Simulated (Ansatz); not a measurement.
Band-structure calculation, with input and output: TiAl3

System: TiAl3 (I4/mmm, 4 atoms in the cell).
Method: DFT PBE, scalar-relativistic, plane waves, PAW, no spin polarisation (Ansatz 0.2.0).

The structure derives from a Materials Project entry. Figures and captions count atoms from 1; the log counts them from 0 in places.

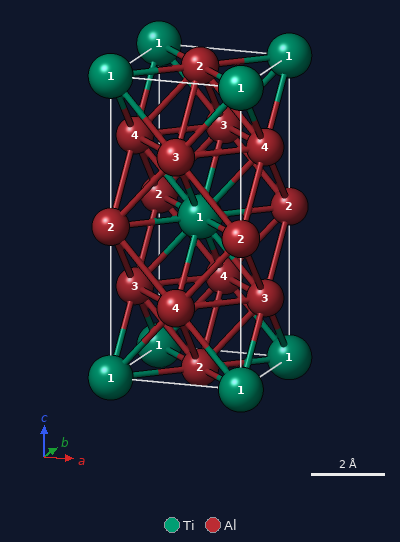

The input geometry (ball-and-stick view of the cell 2 times as large as that of the calculation, set on its symmetry axes, seen slightly off an axis; atoms are numbered from 1 in the order of the input). An atom can appear more than once, as a periodic image. Near neighbours in the periodic cell (some may lie outside the picture): Ti has 12 Al at 2.72 to 2.89 Å; Al has 8 Al at 2.72 to 2.89 Å and 4 Ti at 2.72 to 2.89 Å.

**Input file**
```yaml
crystal:
  lattice:
    - [-1.9226734295, 1.9226734295, 4.3114047958]
    - [1.9226734295, -1.9226734295, 4.3114047958]
    - [1.9226734295, 1.9226734295, -4.3114047958]
  atoms:
    - { symbol: Ti, position: [0.0, 0.0, 0.0] }
    - { symbol: Al, position: [0.5, 0.5, 0.0] }
    - { symbol: Al, position: [0.75, 0.25, 0.5] }
    - { symbol: Al, position: [0.25, 0.75, 0.5] }
basis:
  ecutwfc: 420
kpoints:
  mp_grid: { grid: [16, 16, 16] }
  band_path:
    path:
      - [[0.0, 0.0, 0.0], [0.0, 0.0, 0.5], [0.25, 0.25, 0.25], [0.0, 0.5, 0.0], [0.0, 0.0, 0.0], [0.5, 0.5, -0.5], [0.29971798, 0.70028202, -0.29971798]]
      - [[-0.29971798, 0.29971798, 0.29971798], [0.0, 0.0, 0.0]]
      - [[0.0, 0.0, 0.5], [-0.09943596, 0.09943596, 0.5]]
      - [[0.5, 0.5, -0.09943596], [0.5, 0.5, -0.5]]
    npoints: 14
hamiltonian:
  xc: pbe
scf:
  occupations: { method: gaussian, width: 0.1 }
  n_extra_bands: 10
output:
  forces: true
  stress: true
  eigenvalues: true
  populations: true
  dos: { projected: true, de: 0.02, nscf_kmesh: { grid: [24, 24, 24] } }
  bader: true
  write_density: true
  write_potential: true
  elf: true
  volumetric_format: npy
```

Machine: 1 thread of Arm Neoverse V1, 24 GiB of memory available, shared host.

Launched with:
```bash
ansatz run input.yaml --threads 1 --pin off --max-ram 2560MiB --backend cpu --events-out ev --progress --plain --runs-dir out
```

**What the program printed**
```
scf.n_extra_bands = 10 over 11 filled bands (N_el = 21.0): the run solves 21 bands
Engine: ansatz 0.2.0, aarch64-unknown-linux-gnu
Pseudopotentials: kind: paw
Pseudopotential: Ti, paw, valence charge 12, recommended cutoff 420 eV (normal), Ti.paw.azcp
Pseudopotential: Al, paw, valence charge 3, recommended cutoff 420 eV (normal), Al.paw.azcp
Functional definition: PBE
  parameter kappa = 0.804
  parameter beta = 0.06672455060314922
  exchange = pbe_x(kappa = kappa, mu = beta*pi^2/3)
  correlation = pbe_c(beta = beta)
Crystal: 4 atoms, lattice volume = 63.751 Å³
Basis set: ecut = 420 eV, 1299 PW (Γ), exchange–correlation on 72×72×72 points (8 copies of the dense FFT grid, shifted against one another)
Bands: 21, of which v1, the nominal top of the filled ones, is band 11 counted from 1 (10 counted from 0)
Symmetry: 16 space group operations
Space group: I4/mmm (ITA 139), of the structure as read, at distance tolerance 4.0e-5 Å
k-points: 349 of 4096
Non-local potential: Ti, projectors of the file, l = 0: 3, l = 1: 2, l = 2: 3, l = 3: 1
Non-local potential: Al, projectors of the file, l = 0: 2, l = 1: 2, l = 2: 1
PAW form: soft (Blöchl's): semilocal exchange-correlation on the pseudo side does not see the compensation charge
PAW one-centre angular grid: Ti, 590 points (default); XC on 64 Gauss nodes
PAW one-centre angular grid: Al, 110 points (default); XC on 64 Gauss nodes
Initial density: superposition of atomic densities (neutral atoms: chi_scale 0, normalization atom), corrected by the library's trained network
Initial wavefunctions: pseudopotential atomic-orbital guess
Functional: x = pbe(κ = 0.804, μ = 0.2195149727645171), c = pbe(β = 0.06672455060314922)
SCF iter   1: F=—  HF=-4113.767438 eV  |F-HF|=—  |Δ(HF+E_count)|=         —  Δρ=3.16e-3  dr2=8.94e-3  ethr=1.77e-3  ⟨swp⟩=6.3  Hψ=41033  notcnv=0  defer=35
preconditioner: auto → Kerker (q_TF=auto, 2.267 Å⁻¹)  [metal: Δε(μ)=0.010 eV  Ē_g=7.869 eV  σ=0.100 eV  W_gap=0.05  n_scr=10 (ndim 8)  ℏωp=16.8 eV  f_vac=0.000  D(μ)=1.73/eV (n_scr^D=10)]
SCF iter   2: F=—  HF=-4113.766453 eV  |F-HF|=—  |Δ(HF+E_count)|=   9.85e-4  Δρ=2.03e-3  dr2=4.17e-3  ethr=4.26e-5  ⟨swp⟩=1.0  Hψ=10121  notcnv=0  defer=56
SCF iter   3: F=—  HF=-4113.765917 eV  |F-HF|=—  |Δ(HF+E_count)|=   5.37e-4  Δρ=4.73e-4  dr2=1.96e-4  ethr=1.98e-5  ⟨swp⟩=1.9  Hψ=6939  notcnv=0  defer=56
SCF iter   4: F=—  HF=-4113.765895 eV  |F-HF|=—  |Δ(HF+E_count)|=   2.12e-5  Δρ=9.39e-5  dr2=7.45e-6  ethr=9.34e-7  ⟨swp⟩=1.6  Hψ=6505  notcnv=0  defer=56
SCF iter   5: F=—  HF=-4113.765908 eV  |F-HF|=—  |Δ(HF+E_count)|=   1.29e-5  Δρ=3.58e-5  dr2=1.38e-6  ethr=3.55e-8  ⟨swp⟩=1.0  Hψ=6106  notcnv=0  defer=56
SCF iter   6: F=-4113.765908 eV  HF=-4113.765908 eV  |F-HF|=5.49e-8  |Δ(HF+E_count)|=   1.85e-7  Δρ=6.87e-6  dr2=6.43e-8  ethr=4.76e-10  ⟨swp⟩=9.4  Hψ=42234  notcnv=0
SCF 1 converged in 6 iterations: F = -4113.765908 eV  dr2 = 6.43e-8
  greatest PAW one-centre occupation: 0.999 electrons in one spin orbital (limit 2), on the Ti atom at site 0 (counted from 0), in its partial waves of l = 0
```

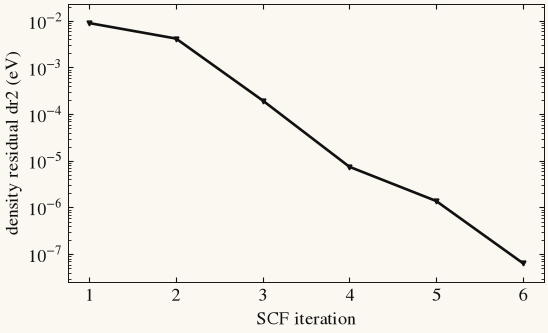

Convergence of the self-consistent field: density residual dr2 against the SCF iteration. The residual falls at every step.

```
NSCF: frozen V_eff on 130 k-points
NSCF: frozen V_eff on 1063 k-points
SCF converged after 6 iterations
Free energy (F): -4113.765908 eV
Harris-Foulkes:  -4113.765908 eV  (|F-HF|=5.49e-8)
Internal energy: -4113.757157 eV  (E = F + TS)
E sigma→0 (E₀):  -4113.761533 eV
Entropy (-TS):   -0.008751 eV (-2.188 meV/atom)
Fermi energy:    9.491855 eV
--- Per-component energies (eV) ---
  E_band       = -154.590078
  E_kinetic    = 343.018032
  E_local      = -1196.805861  (includes V_loc(G=0)·N_el)
  E_nonlocal   = 40.162250
  E_hartree    = 526.207434
  E_xc         = -217.838004
  E_vxc        = -210.365978  (∫ρ·V_xc dr)
  E_paw        = -2450.612821  (= ΣΔE_a)
  E_vpaw       = -183.003358  (= ΣTr[D̂ρ^β])
  E_aug_tail   = 0.000117  (compensation charges beyond the density's cutoff)
  E_ewald      = -1157.888303
  E_smearing   = -0.008751  (= −TS)
  E_closure    = 0.000000  (closes the sum)
  Σ components = -4113.765908   (vs F -4113.765908, Δ=0.00e0)
--- Forces (eV/Å), atoms counted from 1 ---
  atom   1  Ti    -0.00000000     0.00000000     0.00000000
  atom   2  Al    -0.00000000     0.00000000     0.00000000
  atom   3  Al    -0.00000000     0.00000000     0.00000000
  atom   4  Al    -0.00000000    -0.00000000     0.00000000
  max |Σ_I F_I| component: 1.73e-17 eV/Å
--- Stress (GPa, compression-positive) ---
       -0.007711       0.000000       0.000000
        0.000000      -0.007711       0.000000
        0.000000       0.000000      -0.023196
  P = ⅓ Tr σ = -0.0129 GPa (-0.129 kbar)
--- Band table (eV; the first three rows and the last of 349) ---
  k-point 0: bands = ["-46.9898", "-23.3063", "-23.3063", "-23.2305", "-0.5365", "6.6287", "6.8762", "8.1157", "8.2791", "8.2791", "10.3086", "11.1994", "11.1994", "11.7146", "11.8395", "13.2017", "13.2310", "13.2310", "15.6946", "16.1457", "18.4370"]
  k-point 1: bands = ["-46.9897", "-23.3072", "-23.3071", "-23.2303", "-0.4557", "6.6968", "6.8317", "8.0202", "8.0241", "8.2705", "9.9309", "11.2890", "11.3211", "11.5642", "12.0806", "13.1796", "13.3729", "13.6350", "16.0128", "16.1696", "17.0689"]
  k-point 2: bands = ["-46.9895", "-23.3100", "-23.3095", "-23.2299", "-0.2152", "6.7047", "6.8893", "7.4464", "7.7991", "8.2509", "9.1763", "11.3867", "11.4731", "11.4798", "12.4295", "13.1147", "13.9672", "14.5519", "15.2340", "16.3118", "17.2327"]
  k-point 348: bands = ["-46.9897", "-23.3065", "-23.3065", "-23.2331", "1.0611", "1.9528", "7.5143", "8.5645", "8.5645", "9.2590", "10.1898", "10.1898", "10.4233", "12.5264", "14.1036", "15.5118", "15.5951", "15.6975", "15.6975", "17.2431", "17.2431"]
--- Löwdin populations: 4 sites ---
  site symbol       q [e]
     0     Ti     11.5037
     1     Al      3.0927
     2     Al      3.1282
     3     Al      3.1282
  spilling = 0.007013 (of n_electrons = 21.000000)
--- Bader charges: 4 sites ---
  site symbol  charge [e]  shift [e]
     0     Ti      0.8147     0.0004
     1     Al     -0.2550     0.0004
     2     Al     -0.2798     0.0000
     3     Al     -0.2798     0.0000
  estimated error of the sums over rays = 6.2e-4 e
```

**File bader_charges.tsv**
```
# site	symbol	x_ang	y_ang	z_ang	partial_charge_e	electrons	volume_ang3	relative_density_drop	shared_charge_e	partial_wave_shift_e
# quadrature_error_electrons = 6.2e-4
0	Ti	0.0000	0.0000	0.0000	0.81469	21.18531	12.76	-	0.81469	0.00037
1	Al	0.0000	0.0000	4.3114	-0.25504	13.25504	16.90	-	-0.25504	0.00038
2	Al	0.0000	1.9227	2.1557	-0.27981	13.27981	17.05	-	-0.27981	0.00000
3	Al	1.9227	0.0000	2.1557	-0.27984	13.27984	17.05	-	-0.27984	0.00000
```

**File populations.tsv**
```
# site	symbol	l	j	q
# orbitals = lowdin
# n_electrons = 21.000000
# spilling = 0.007013
0	Ti	0_3S	-	1.853352
0	Ti	0_4S	-	0.468058
0	Ti	1_3P	-	5.983912
0	Ti	2_3D	-	3.198385
1	Al	0_3S	-	0.976966
1	Al	1_3P	-	2.115702
2	Al	0_3S	-	0.832532
2	Al	1_3P	-	2.295646
3	Al	0_3S	-	0.832532
3	Al	1_3P	-	2.295646
```

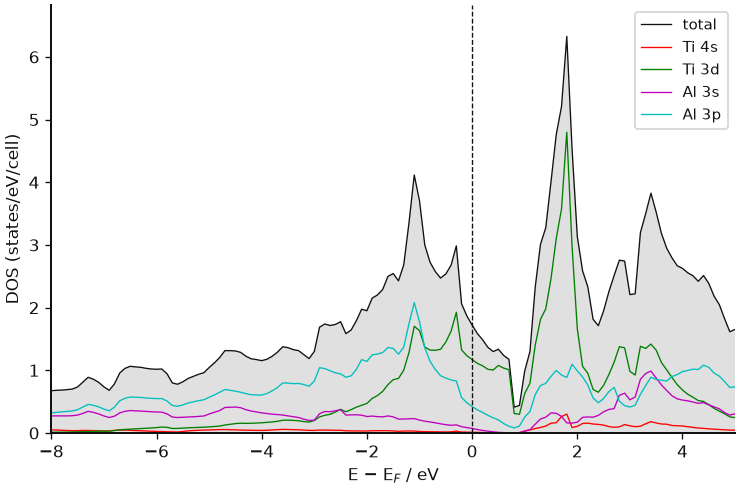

Density of states (projected on Löwdin-orthogonalised atomic shells), with energies from the Fermi level. There are states at the Fermi level: a metal at this level of theory.

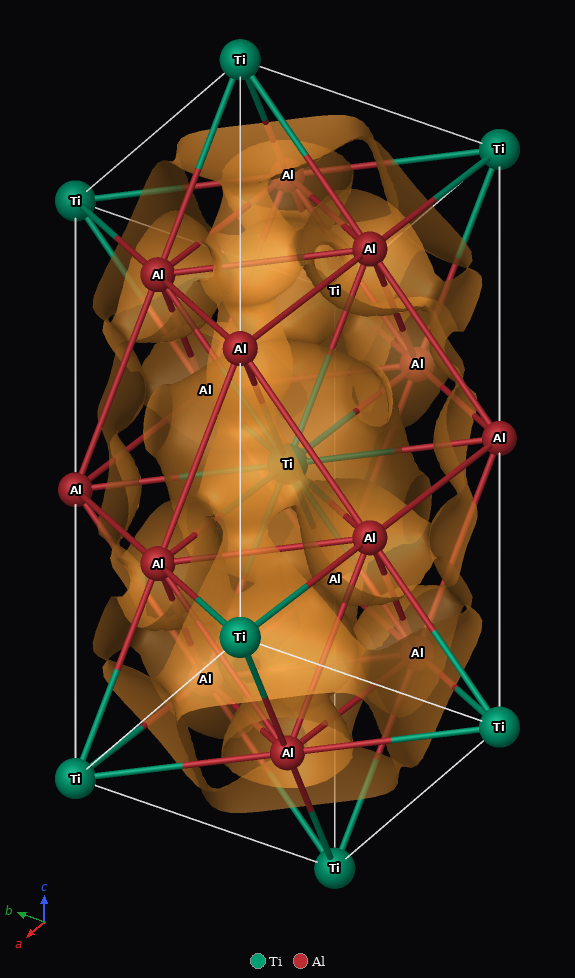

Isosurface of the electron localisation function at 0.5 (orange), seen at an oblique angle. Only the valence region is drawn (cores and ρ < 0.01 e/Å³ removed). Sticks mark near contacts. The outline is the cell set on symmetry axes. Along the contacts the grid gives the following. Ti–Al (2.72 Å): the ELF is about 0.35 at the midpoint (no shared electron pair). Al–Al (2.72 Å): the ELF peaks at about 0.70 between the atoms. The fields are those of the smooth PAW valence density.

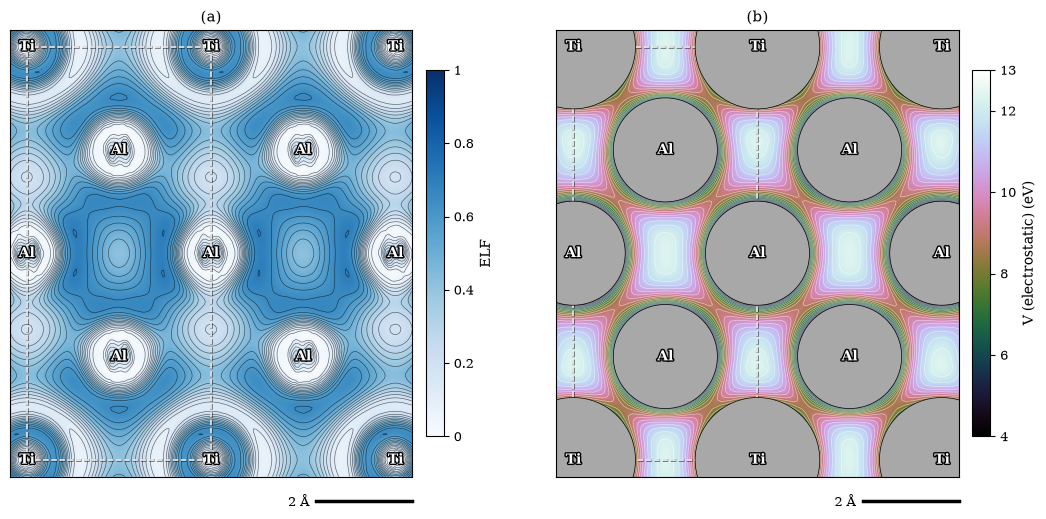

(a) electron localisation function; (b) electrostatic potential energy of an electron on the (100) plane of the conventional cell. Grey discs, where drawn, cover atomic cores. Ti–Al (2.89 Å): the ELF is about 0.40 at the midpoint (no shared electron pair). Al–Al (2.89 Å): the ELF peaks at about 0.60 between the atoms. The strong features right at Ti lie inside the PAW spheres (semicore, d or f shells) and say nothing about bonding. Outside the cores the potential energy rises away from the atoms and is highest about 1.9 Å from the nearest atoms; outside the discs it spans about 8 eV, and its zero is arbitrary.

**Key numbers**

```tsv
quantity	value
outcome	converged
space group (tolerance 0.01 Å)	I4/mmm (139)
electrons treated	21
free energy	−4113.7659 eV
Fermi energy	9.492 eV
gap on the k-point mesh	none (metallic)
pressure	−0.01 GPa
largest force (length of the vector)	under 0.001 eV/Å
wall time	1.7 min
peak memory	1 GiB
```
